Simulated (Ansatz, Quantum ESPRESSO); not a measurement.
# 2H-MoS2, 1 layer against a metal electrode, part 2 of 5

How does the Fermi level of 2H-MoS2, 1 layer move as charge is added against a counter-electrode?

Quantum ESPRESSO 7.5; plane-wave DFT, LDA, GBRV ultrasoft pseudopotentials; geometry by Ansatz 0.2.0 with PAW datasets.

So far: Set-up; Geometry from Ansatz.

### Step 3. Ground state: charge -0.0263 e

ESM with bc3 puts vacuum below and a metal electrode at the cell's upper end, z = c/2, which holds the counter charge and sets the zero of potential. tot_charge counts missing electrons, so a negative value adds electrons. The energies and forces that the log prints for charged cells are not used here.

Level of this step: plane-wave DFT, LDA, GBRV ultrasoft pseudopotentials (Quantum ESPRESSO 7.5).

Input file q0.in:

```
&control
  prefix = 'q0'
  outdir = './out'
  pseudo_dir = './pseudo'
  calculation = 'scf'
  tprnfor = .true.
/
&system
  ibrav = 0
  nat = 3
  ntyp = 2
  ecutwfc = 40
  ecutrho = 200
  occupations = 'smearing'
  smearing = 'fd'
  degauss = 0.004
  assume_isolated = 'esm'
  esm_bc = 'bc3'
  tot_charge = -0.0263
/
&electrons
  conv_thr = 1e-08
  mixing_beta = 0.4
  electron_maxstep = 120
  mixing_mode = 'local-TF'
/
ATOMIC_SPECIES
  S   32.0600  s_lda_v1.4.uspp.F.UPF
  Mo  95.9500  mo_lda_v1.uspp.F.UPF
CELL_PARAMETERS angstrom
  3.18480936578255 -0.00000000000000 0.00000000000000
  -1.59240468289127 2.75812581697829 0.00000000000000
  0.00000000000000 0.00000000000000 19.26259773800000
ATOMIC_POSITIONS crystal
  S   0.333333333333 0.666666666667 -0.029226300709
  Mo  0.000000000000 -0.000000000000 0.051914096322
  S   0.333333333333 0.666666666667 0.133054456558
K_POINTS automatic
  36 36 1 0 0 0
```

Started as:

```console
OMP_NUM_THREADS=1 mpirun -n 4 pw.x -nk 4 -in q0.in > q0.out
```

Log:

```text
Program PWSCF v.7.5 starts
[citation notice left out]

     Parallel version (MPI & OpenMP), running on       4 processor cores
     Number of MPI processes:                 4
     Threads/MPI process:                     1

     MPI processes distributed on     1 nodes
[...]
Current dimensions of program PWSCF are:
     Max number of different atomic species (ntypx) = 10
     Max number of k-points (npk) =  40000
     Max angular momentum in pseudopotentials (lmaxx) =  4
     Message from routine setup:
     using ibrav=0 with symmetry is DISCOURAGED, use correct ibrav instead

     K-points division:     npool     =       4
     Subspace diagonalization in iterative solution of the eigenvalue problem:
     a serial algorithm will be used

     G-vector sticks info
     --------------------
     sticks:   dense  smooth     PW     G-vecs:    dense   smooth      PW
     Sum         499     397    121                54709    38823    6669

     Using Slab Decomposition

     bravais-lattice index     =            0
     lattice parameter (alat)  =       6.0184  a.u.
     unit-cell volume          =    1141.8498 (a.u.)^3
     number of atoms/cell      =            3
     number of atomic types    =            2
     number of electrons       =        26.03
     number of Kohn-Sham states=           17
     kinetic-energy cutoff     =      40.0000  Ry
     charge density cutoff     =     200.0000  Ry
     scf convergence threshold =      1.0E-08
     mixing beta               =       0.4000
     number of iterations used =            8  local-TF  mixing
     Exchange-correlation= SLA  PZ   NOGX NOGC
                           (   1   1   0   0   0   0   0)

     Effective Screening Medium Method
     =================================
     Boundary Conditions: Vacuum-Slab-Metal
     total charge in unit cell        =  -0.0263
     grid points for fit at edges     =        4

     celldm(1)=   6.018417  celldm(2)=   0.000000  celldm(3)=   0.000000
     celldm(4)=   0.000000  celldm(5)=   0.000000  celldm(6)=   0.000000

     crystal axes: (cart. coord. in units of alat)
               a(1) = (   1.000000  -0.000000   0.000000 )
               a(2) = (  -0.500000   0.866025   0.000000 )
               a(3) = (   0.000000   0.000000   6.048273 )

     reciprocal axes: (cart. coord. in units 2 pi/alat)
               b(1) = (  1.000000  0.577350 -0.000000 )
               b(2) = (  0.000000  1.154701 -0.000000 )
               b(3) = ( -0.000000 -0.000000  0.165336 )

     PseudoPot. # 1 for S  read from file:
     ./pseudo/s_lda_v1.4.uspp.F.UPF
     Pseudo is Ultrasoft + core correction, Zval =  6.0
     Generated by new atomic code, or converted to UPF format
     Using radial grid of  907 points,  6 beta functions with:
                l(1) =   0
                l(2) =   0
                l(3) =   1
                l(4) =   1
                l(5) =   2
                l(6) =   2
     Q(r) pseudized with  8 coefficients,  rinner =    1.300   1.300   1.300
                                                       1.300   1.300

     PseudoPot. # 2 for Mo read from file:
     ./pseudo/mo_lda_v1.uspp.F.UPF
     Pseudo is Ultrasoft + core correction, Zval = 14.0
     Generated by new atomic code, or converted to UPF format
     Using radial grid of  889 points,  6 beta functions with:
                l(1) =   0
                l(2) =   0
                l(3) =   1
                l(4) =   1
                l(5) =   2
                l(6) =   2
     Q(r) pseudized with  6 coefficients,  rinner =    1.000   1.000   1.000
                                                       1.000   1.000

     atomic species   valence    mass     pseudopotential
     S                 6.00    32.06000     S ( 1.00)
     Mo               14.00    95.95000     Mo( 1.00)

      6 Sym. Ops. (no inversion) found

   Cartesian axes

     site n.     atom                  positions (alat units)
         1        S      tau(   1) = (  -0.0000000   0.5773503  -0.1767687  )
         2        Mo     tau(   2) = (   0.0000000   0.0000000   0.3139906  )
         3        S      tau(   3) = (  -0.0000000   0.5773503   0.8047497  )

     number of k points=   127  Fermi-Dirac smearing, width (Ry)=  0.0040

     Number of k-points >= 100: set verbosity='high' to print them.

     Dense  grid:    54709 G-vectors     FFT dimensions: (  27,  27, 180)

     Smooth grid:    38823 G-vectors     FFT dimensions: (  25,  25, 150)

     Estimated max dynamical RAM per process >     121.43 MB

     Estimated total dynamical RAM >     445.66 MB

     Initial potential from superposition of free atoms

     starting charge      25.9991, renormalised to      26.0263

     negative rho (up, down):  2.754E-03 0.000E+00
     Starting wfcs are   21 randomized atomic wfcs

     total cpu time spent up to now is        1.8 secs

     per-process dynamical memory:    77.3 Mb

     Self-consistent Calculation

     iteration #  1     ecut=    40.00 Ry     beta= 0.40
     Davidson diagonalization with overlap
     ethr =  1.00E-02,  avg # of iterations =  1.1

     Threshold (ethr) on eigenvalues was too large:
     Diagonalizing with lowered threshold

     Davidson diagonalization with overlap
     ethr =  2.28E-04,  avg # of iterations = 10.3

     negative rho (up, down):  1.861E-03 0.000E+00

     total cpu time spent up to now is       13.5 secs

     total energy              =    -187.89973417 Ry
     estimated scf accuracy    <       0.10675505 Ry

     iteration #  2     ecut=    40.00 Ry     beta= 0.40
[...]
negative rho (up, down):  6.920E-04 0.000E+00

[...]
total energy              =    -187.87792768 Ry
     estimated scf accuracy    <       0.07131710 Ry

     iteration #  3     ecut=    40.00 Ry     beta= 0.40
[...]
negative rho (up, down):  2.807E-04 0.000E+00

[...]
total energy              =    -187.87708552 Ry
     estimated scf accuracy    <       0.02019855 Ry

     iteration #  4     ecut=    40.00 Ry     beta= 0.40
[...]
negative rho (up, down):  2.808E-04 0.000E+00

[...]
total energy              =    -187.88697683 Ry
     estimated scf accuracy    <       0.00336389 Ry

     iteration #  5     ecut=    40.00 Ry     beta= 0.40
[...]
negative rho (up, down):  3.485E-04 0.000E+00

[...]
total energy              =    -187.89093473 Ry
     estimated scf accuracy    <       0.00310493 Ry

     iteration #  6     ecut=    40.00 Ry     beta= 0.40
[...]
negative rho (up, down):  8.108E-04 0.000E+00

[...]
total energy              =    -187.89130527 Ry
     estimated scf accuracy    <       0.00185602 Ry

     iteration #  7     ecut=    40.00 Ry     beta= 0.40
[...]
negative rho (up, down):  6.782E-04 0.000E+00

[...]
total energy              =    -187.89224353 Ry
     estimated scf accuracy    <       0.00523973 Ry

     iteration #  8     ecut=    40.00 Ry     beta= 0.40
[...]
negative rho (up, down):  7.269E-04 0.000E+00

[...]
total energy              =    -187.89287156 Ry
     estimated scf accuracy    <       0.00406282 Ry

     iteration #  9     ecut=    40.00 Ry     beta= 0.40
[...]
negative rho (up, down):  8.472E-04 0.000E+00

[...]
total energy              =    -187.89140819 Ry
     estimated scf accuracy    <       0.00517818 Ry

     iteration # 10     ecut=    40.00 Ry     beta= 0.40
[...]
negative rho (up, down):  1.224E-03 0.000E+00

[...]
total energy              =    -187.89159971 Ry
     estimated scf accuracy    <       0.00284091 Ry

     iteration # 11     ecut=    40.00 Ry     beta= 0.40
[...]
negative rho (up, down):  1.847E-03 0.000E+00

[...]
total energy              =    -187.89061414 Ry
     estimated scf accuracy    <       0.00328440 Ry

     iteration # 12     ecut=    40.00 Ry     beta= 0.40
[...]
negative rho (up, down):  2.316E-03 0.000E+00

[...]
total energy              =    -187.89036659 Ry
     estimated scf accuracy    <       0.00157419 Ry

     iteration # 13     ecut=    40.00 Ry     beta= 0.40
[...]
negative rho (up, down):  2.243E-03 0.000E+00

[...]
total energy              =    -187.89027812 Ry
     estimated scf accuracy    <       0.00072149 Ry

     iteration # 14     ecut=    40.00 Ry     beta= 0.40
[...]
negative rho (up, down):  2.246E-03 0.000E+00

[...]
total energy              =    -187.89090134 Ry
     estimated scf accuracy    <       0.00014025 Ry

[...]
iteration # 28     ecut=    40.00 Ry     beta= 0.40
[...]
negative rho (up, down):  2.866E-03 0.000E+00

[...]
total energy              =    -187.89061192 Ry
     estimated scf accuracy    <       0.00000730 Ry

     iteration # 29     ecut=    40.00 Ry     beta= 0.40
[...]
negative rho (up, down):  2.810E-03 0.000E+00

[...]
total energy              =    -187.89060684 Ry
     estimated scf accuracy    <       0.00000067 Ry

     iteration # 30     ecut=    40.00 Ry     beta= 0.40
[...]
negative rho (up, down):  2.804E-03 0.000E+00

[...]
total energy              =    -187.89059341 Ry
     estimated scf accuracy    <       0.00000119 Ry

     iteration # 31     ecut=    40.00 Ry     beta= 0.40
[...]
negative rho (up, down):  2.806E-03 0.000E+00

[...]
total energy              =    -187.89058548 Ry
     estimated scf accuracy    <       0.00000030 Ry

     iteration # 32     ecut=    40.00 Ry     beta= 0.40
[...]
negative rho (up, down):  2.792E-03 0.000E+00

[...]
total energy              =    -187.89058450 Ry
     estimated scf accuracy    <       0.00000017 Ry

     iteration # 33     ecut=    40.00 Ry     beta= 0.40
[...]
negative rho (up, down):  2.787E-03 0.000E+00

[...]
total energy              =    -187.89058878 Ry
     estimated scf accuracy    <       0.00000003 Ry

     iteration # 34     ecut=    40.00 Ry     beta= 0.40
[...]
negative rho (up, down):  2.790E-03 0.000E+00

[...]
total energy              =    -187.89058920 Ry
     estimated scf accuracy    <       0.00000003 Ry

     iteration # 35     ecut=    40.00 Ry     beta= 0.40
[...]
negative rho (up, down):  2.790E-03 0.000E+00

[...]
End of self-consistent calculation

     Number of k-points >= 100: set verbosity='high' to print the bands.

     the Fermi energy is    -1.2147 ev

!    total energy              =    -187.89058677 Ry
     estimated scf accuracy    <          1.4E-09 Ry
     smearing contrib. (-TS)   =      -0.00026981 Ry
     internal energy E=F+TS    =    -187.89031696 Ry

     The total energy is F=E-TS. E is the sum of the following terms:
     one-electron contribution =   -8183.04680409 Ry
     hartree contribution      =    4090.09572933 Ry
     xc contribution           =     -36.06182910 Ry
     ewald contribution        =    3941.12258690 Ry

     convergence has been achieved in  35 iterations

     negative rho (up, down):  2.790E-03 0.000E+00

     Forces acting on atoms (cartesian axes, Ry/au):

     atom    1 type  1   force =     0.00000000   -0.00000000    0.02465785
     atom    2 type  2   force =     0.00000000    0.00000000    0.00078888
     atom    3 type  1   force =     0.00000000    0.00000000   -0.02519559

     Total force =     0.035263     Total SCF correction =     0.000147

[...]
=------------------------------------------------------------------------------=
   JOB DONE.
=------------------------------------------------------------------------------=
[...]
```

Run time: 3.1 min. Hardware: 4 MPI ranks of Arm Neoverse V2, shared host; peak memory 0.57 GiB.

This step gave:

| Item | Value |
| --- | --- |
| Fermi energy | -1.215 eV |
| vacuum line at the lower end of the cell, over the Fermi level | 4.485 eV |
| slope of the potential above | -0.5418 eV/Å |
| vacuum line at the upper end of the cell, over the Fermi level | 1.215 eV |

The potential energy, planar mean oscillates, so the rows of the table below give means over windows of 1 Å about each position, cut where the curve ends. Its maxima inside the range that stand out by 2 % of the span (Å: eV): 0.1: -7.06, 1.9: -7.20, 4.4: 3.85. Its minima: -0.5: -15.0, 1.0: -28.2, 2.6: -15.0.

Electrostatic potential energy of an electron; zero at the Fermi level. Table of potential energy, planar mean by z; means over each step:

```csv
z (Å),"potential energy, planar mean (eV)"
-9,4.49
-8,4.49
-7,4.49
-6,4.49
-5,4.49
-4,4.48
-3,4.45
-2,3.66
-1,-7.13
0,-10.6
1,-23.0
2,-10.6
3,-7.20
4,3.33
5,3.67
6,3.18
7,2.64
8,2.10
9,1.56
```

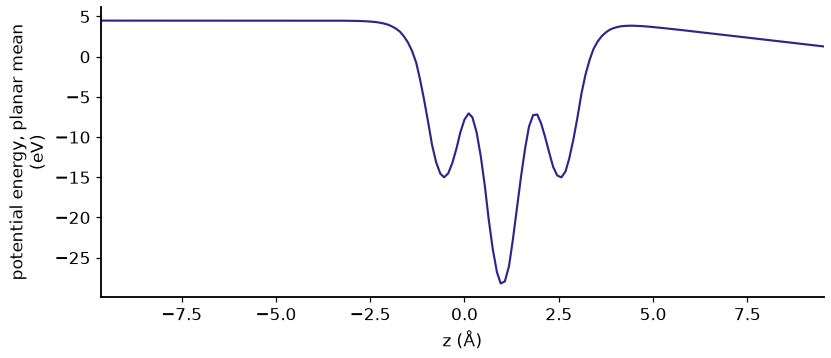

Potential energy, planar mean, plotted against z.

The run needed 35 iterations to bring the estimated error under 1e-08 Ry.

Inside the slab this potential holds the local part of the pseudopotentials, which can be repulsive at the nuclei; only its value in the vacuum has a meaning of its own.

Gauss's law asks for a slope of 180.95 q/A = -0.542 eV/Å in the gap; the run gives -0.542.

### Step 4. SCF with pw.x: charge -0.0131 e

The charge is stepped; where the run before has converged, its density is the start.

q1.in, as its differences from the input of step 3:

```diff
@@ -1,3 +1,3 @@
 &control
-  prefix = 'q0'
+  prefix = 'q1'
   outdir = './out'
@@ -18,3 +18,3 @@
   esm_bc = 'bc3'
-  tot_charge = -0.0263
+  tot_charge = -0.0131
 /
@@ -25,2 +25,3 @@
   mixing_mode = 'local-TF'
+  startingpot = 'file'
 /
```

Started as:

```console
cp -r out/q0.save out/q1.save
OMP_NUM_THREADS=1 mpirun -n 4 pw.x -nk 4 -in q1.in > q1.out
```

Log:

```text
[banner, memory and clock lines left out]
Program PWSCF v.7.5 starts
[...]
Message from routine setup:
[...]
number of electrons       =        26.01
     number of Kohn-Sham states=           17
     kinetic-energy cutoff     =      40.0000  Ry
     charge density cutoff     =     200.0000  Ry
[...]
number of k points=   127  Fermi-Dirac smearing, width (Ry)=  0.0040
[...]
Dense  grid:    54709 G-vectors     FFT dimensions: (  27,  27, 180)
[...]
The initial density is read from file :
[...]
negative rho (up, down):  2.789E-03 0.000E+00
     Starting wfcs are   21 randomized atomic wfcs
[...]
negative rho (up, down):  2.622E-03 0.000E+00
[...]
estimated scf accuracy    <       0.01339016 Ry
[...]
negative rho (up, down):  2.418E-03 0.000E+00
[...]
estimated scf accuracy    <       0.00733897 Ry
[...]
negative rho (up, down):  2.376E-03 0.000E+00
[...]
estimated scf accuracy    <       0.00075167 Ry
[...]
negative rho (up, down):  2.329E-03 0.000E+00
[...]
estimated scf accuracy    <       0.00033114 Ry
[...]
negative rho (up, down):  2.230E-03 0.000E+00
[...]
estimated scf accuracy    <       0.00031554 Ry
[...]
negative rho (up, down):  2.233E-03 0.000E+00
[...]
estimated scf accuracy    <       0.00002921 Ry
[...]
negative rho (up, down):  2.246E-03 0.000E+00
[...]
estimated scf accuracy    <       0.00002737 Ry
[...]
negative rho (up, down):  2.381E-03 0.000E+00
[...]
estimated scf accuracy    <       0.00001461 Ry
[...]
negative rho (up, down):  2.396E-03 0.000E+00
[...]
estimated scf accuracy    <       0.00001739 Ry
[...]
negative rho (up, down):  2.593E-03 0.000E+00
[...]
estimated scf accuracy    <       0.00000997 Ry
[...]
negative rho (up, down):  2.527E-03 0.000E+00
[...]
estimated scf accuracy    <       0.00000357 Ry
[...]
negative rho (up, down):  2.558E-03 0.000E+00
[...]
estimated scf accuracy    <       0.00000206 Ry
[...]
negative rho (up, down):  2.727E-03 0.000E+00
[...]
estimated scf accuracy    <       0.00000085 Ry
[...]
negative rho (up, down):  2.764E-03 0.000E+00
[...]
estimated scf accuracy    <       0.00000024 Ry
[...]
negative rho (up, down):  2.798E-03 0.000E+00
[...]
estimated scf accuracy    <       0.00000020 Ry
[...]
negative rho (up, down):  2.826E-03 0.000E+00
[...]
estimated scf accuracy    <       0.00000004 Ry
[...]
negative rho (up, down):  2.825E-03 0.000E+00
[...]
estimated scf accuracy    <       0.00000001 Ry
[...]
negative rho (up, down):  2.834E-03 0.000E+00
[...]
the Fermi energy is    -2.9006 ev
!    total energy              =    -187.88858844 Ry
     estimated scf accuracy    <          9.3E-09 Ry
     smearing contrib. (-TS)   =      -0.00015761 Ry
     internal energy E=F+TS    =    -187.88843083 Ry
[...]
one-electron contribution =   -8179.93176995 Ry
     hartree contribution      =    4086.97442843 Ry
     xc contribution           =     -36.05367621 Ry
     ewald contribution        =    3941.12258690 Ry
     convergence has been achieved in  18 iterations
     negative rho (up, down):  2.834E-03 0.000E+00
[...]
Total force =     0.034526     Total SCF correction =     0.000170
[...]
```

Elapsed: 2.2 min, on 4 MPI ranks; peak memory 0.6 GiB.

Numbers from this step:

```
Fermi energy                                                   : -2.901 eV
vacuum line at the lower end of the cell, over the Fermi level : 4.534 eV
slope of the potential above                                   : -0.2698 eV/Å
vacuum line at the upper end of the cell, over the Fermi level : 2.901 eV
```

The electrode's potential over the Fermi level goes from 1.215 to 2.901 eV, the far face's from 4.485 to 4.534 eV.

[end of part 2 of 5]

[Logs are printed without paths, hosts, clocks, repeated set-up lines and the standing remarks that a program may print on its own settings, such as how far it seeks lower states.]

[Hosts, paths, dates, database ids (printed as entryN), source tags and the programs' standing remarks are cut or masked in the printed files.]

[Maps of the electrostatic potential energy from Ansatz leave out the sawtooth potential of an applied field or a dipole correction, so their vacuum need not be flat; planar profiles and work functions include it.]
